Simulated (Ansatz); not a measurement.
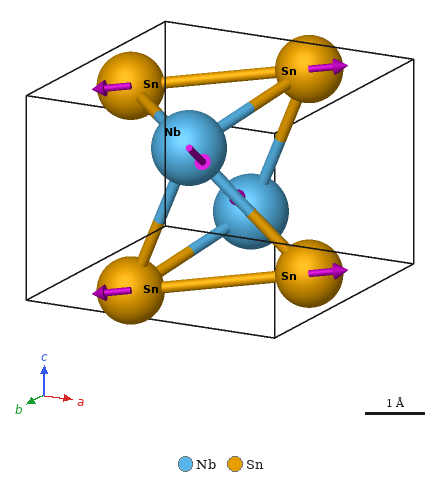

This is a relaxation of solid NbSn (built on the CuAu (L1_0)_123 type). The starting structure is drawn; purple arrows show the displacements (the part carried along by the change of the cell is left out), 5 times their true length.

Style: ball-and-stick. Shown: the cell of the calculation, from a free direction.

Case: the structure that the rattled CuAu (L1_0) type (P4/mmm, No. 123) fell into.

All numbers below come from Ansatz, DFT PBE, scalar-relativistic, plane waves, PAW. Settings: plane-wave cutoff 420 eV; k-point mesh 10 × 10 × 12; occupations gaussian; smearing width 0.1 eV; no spin polarisation; cell and atoms relaxed; force threshold 0.01 eV/Å; at most 80 steps.

Which element moves most?

Niobium: up to 0.21 Å, against 0.14 Å for tin.

Describe the change and its energy.

The largest moves relative to the cell, 0.21 Å, are those of Nb atoms. By element the largest moves are Nb 0.21 Å, Sn 0.14 Å. The drawn cell changes as follows: a = b 4.708 → 4.749 Å (+0.9 %), c 3.664 → 3.592 Å (−2.0 %), γ 94.0° → 97.8°; the volume changes by −0.9 %. Near-neighbour distances that change, for instance: Nb–Nb 3.642 → 3.123 Å, Sn–Sn 3.174 → 3.578 Å, Nb–Nb 2.778 → 3.122 Å, Sn–Sn 3.221 → 3.123 Å. The space group (tolerance 0.01 Å) goes from Cmmm (No. 65) to Pmmm (No. 47). Over 8 accepted moves (11 points after the start) the energy falls by 4.6 meV per atom. The largest force component goes from 0.049 to 0.00017 eV/Å. The pressure goes from 0.14 to 0.00 GPa. The line search rejected the trial step at point 5 of the run. At 2 points the geometry stayed and the basis and grid were re-selected for the new cell (energy shift of less than 0.05 meV per atom at most each time).
